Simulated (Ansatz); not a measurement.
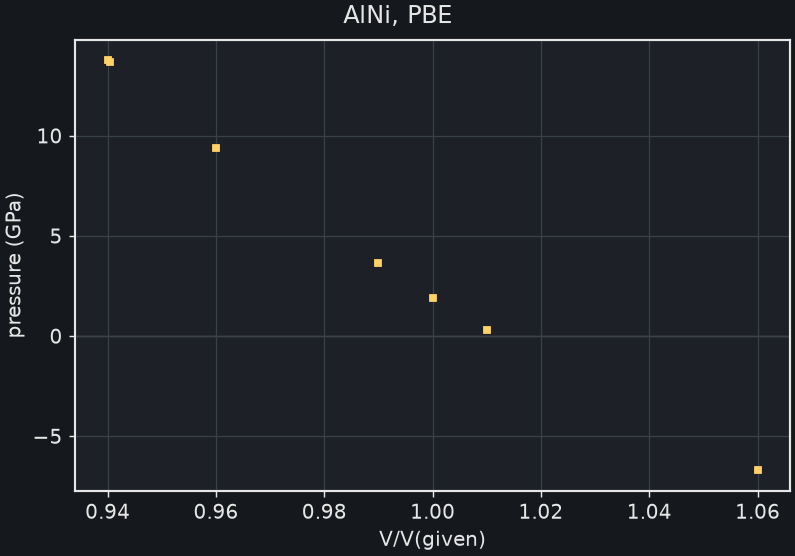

Plotted: pressure against V/V(given) for AlNi, space group Pm-3m (No. 221).

The given structure:
```
Al Ni
1.0
     2.88100    0.00000    0.00000
     0.00000    2.88100    0.00000
     0.00000    0.00000    2.88100
Al Ni
1 1
Direct
  0.00000 0.00000 0.00000
  0.50000 0.50000 0.50000
```

Computed with Ansatz 0.2.0: periodic Kohn-Sham DFT of a crystal at fixed atoms, scaled to the stated factor times the given cell; pressure positive in compression. Level: PBE, collinear spin. The state reached is without moments.

method all-electron PAW; relativity scalar; k mesh 13×13×13; occupations Fermi–Dirac; smearing width 0.05 eV; nucleus Gaussian.

V(given) is 11.96 Å³/atom.

The points at V/V(given) 0.9800, 1.0200 and 1.0400 are left out of the plot. What values does the calculation give there?

```
V/V(given)  pressure (GPa)
    0.9800             5.5
    1.0200            -1.3
    1.0400            -4.1
```

Limits of the calculation: run without spin, though Ni often carries a moment.
